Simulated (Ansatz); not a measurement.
As

The calculation's input:

```
crystal:
  lattice:
    - [2.7086615381, 0.0, 0.0]
    - [0.0, 2.7086615381, 0.0]
    - [0.0, 0.0, 2.8276492593]
  atoms:
    - { symbol: As, position: [0.5, 0.5, 0.5] }
basis:
  ecutwfc: 420
kpoints:
  mp_grid: { grid: [20, 20, 20] }
hamiltonian:
  xc: pbe
scf:
  occupations: { method: gaussian, width: 0.1 }
output:
  forces: true
  stress: true
  eigenvalues: true
  write_density: true
  write_potential: true
  elf: true
  volumetric_format: npy
relax:
  adjacent_minimum: "off"
  f_tol: 0.01
  max_steps: 80
  cell: { stress_tol: 0.05 }
```

Run with:

```sh
ansatz run input.yaml --threads 1 --pin off --max-ram 2560MiB --backend cpu --events-out ev --progress --plain --runs-dir out
```

Below, planes, directions and counts refer to the conventional cell (a = 2.73 Å, b = 2.73 Å, c = 2.73 Å, α = 90.00°, β = 90.00°, γ = 90.00°).

The fields are those of the relaxed geometry.

Space group Pm-3m; a structure generated by program, which may or may not match a known phase; computed without spin polarisation.

All numbers below come from DFT PBE, scalar-relativistic, plane waves, PAW (Ansatz).

**What will maps of the valence pseudo-density and electron localisation function show?**

As–As (2.73 Å): ρ is about 0.34 e/Å³ halfway; the ELF peaks at about 0.65 between the atoms.

**Metal or insulator at this level of theory?**

It is gapless in this calculation (a metal or semimetal).

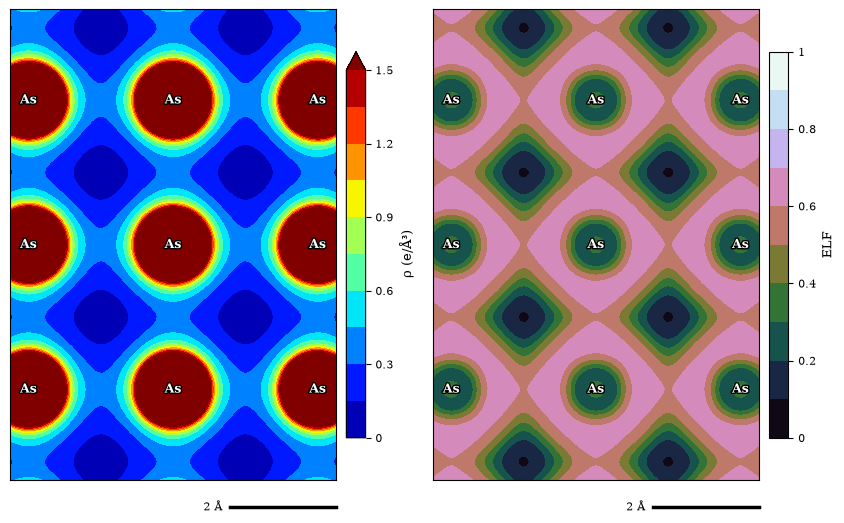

Computed valence pseudo-density and electron localisation function on the (100) plane of the conventional cell, in this order. 
